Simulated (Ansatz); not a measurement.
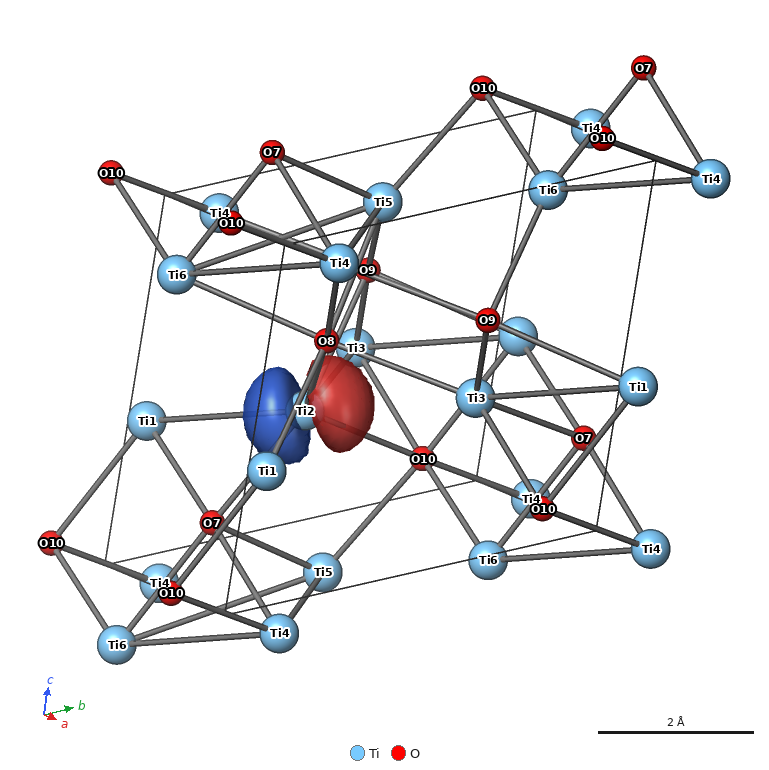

Ti₃O₂: one atom of the 10-atom cell (and its periodic copies) was moved a little. Density after less density before, blue at +0.5 and red at −0.5 e/Å³, seen slightly off an axis; cell a = 5.10 Å, b = 5.10 Å, c = 5.76 Å, α = 63.73°, β = 63.73°, γ = 60.00°. The lobes lie largely inside the PAW sphere, where the density is a smoothed one.

Space group R-3c; the calculation finds a residual pressure of about −6 GPa at this fixed cell. The cell comes from a database of computed structures, not from a measurement.

The calculation used DFT PBEsol, scalar-relativistic, plane waves, PAW (Ansatz 0.2.0).

### Which atom moved, and which way?

Ti2 moved towards the blue lobe, to the left in the picture. In the run the shift was 0.10 Å along [0 −1 0] in the axes of the cell drawn.

### How much does the computed force on the atom change?

The force on it changes by 1.25 eV/Å along the move, against it: a stiffness of about 13 eV/Å² for this sublattice shift.
